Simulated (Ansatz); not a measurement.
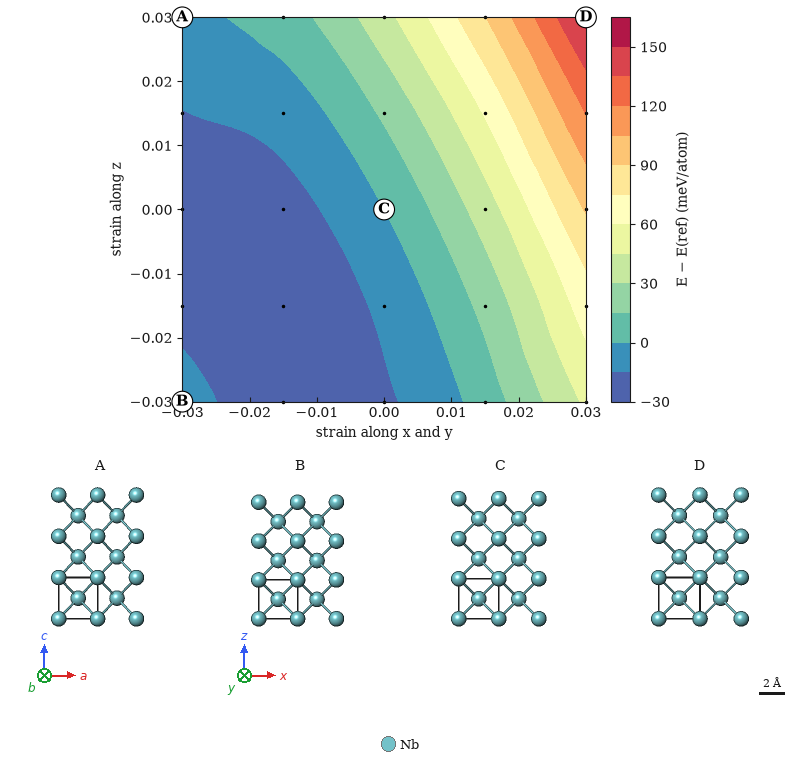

A scan of crystalline Nb (Im-3m): the cell is strained equally along x and y and separately along z, with the atoms kept at their fractional coordinates. x, y and z are the Cartesian axes of the input. The map is interpolated between the computed points (dots). The lettered frames are marked on it. The picture is a ball-and-stick view of the conventional cell (2 times the calculation's cell), repeated 2 × 3 × 3 with one cell outlined, seen along the b axis. Lengths and directions refer to the drawn axes.

Method: Ansatz, DFT PBEsol, scalar-relativistic, plane waves, PAW. (plane-wave cutoff 420 eV; k-point mesh 20 × 20 × 20; occupations gaussian; smearing width 0.15 eV; no spin polarisation). Energies (free energies at the smearing named) are counted from the cell as listed in its source, which wasn't relaxed.

> Describe the energy landscape.

In pairs of (strain along x and y; strain along z): the lowest computed point lies at (−0.015, −0.015) (−25.1 meV/atom), the highest at (0.030, 0.030) (153.9 meV/atom). The valley is tilted: raising the in-plane strain is made harder by raising the strain along z (cross term 0.64 of the geometric mean of the two curvatures). Over the ranges scanned the energy rises more along the first axis, the in-plane strain. The pressure runs from −19.5 GPa at (0.030, 0.030) to 7.9 GPa at (−0.030, −0.030). The frames lie at A (−0.030, 0.030): −4.9 meV/atom, B (−0.030, −0.030): −9.1 meV/atom, C (0.000, 0.000): 0.0 meV/atom, D (0.030, 0.030): 153.9 meV/atom.

The computed points:

Rows: strain along x and y; columns: strain along z; values in meV/atom.

|  | −0.030 | −0.015 | 0.000 | 0.015 | 0.030 |
| --- | --- | --- | --- | --- | --- |
| −0.030 | −9.1 | −18.1 | −20.0 | −15.4 | −4.9 |
| −0.015 | −23.5 | −25.1 | −20.0 | −8.8 | 7.9 |
| 0.000 | −17.3 | −11.7 | 0.0 | 17.4 | 40.1 |
| 0.015 | 7.0 | 19.6 | 37.8 | 61.2 | 89.4 |
| 0.030 | 47.4 | 66.8 | 91.2 | 120.3 | 153.9 |
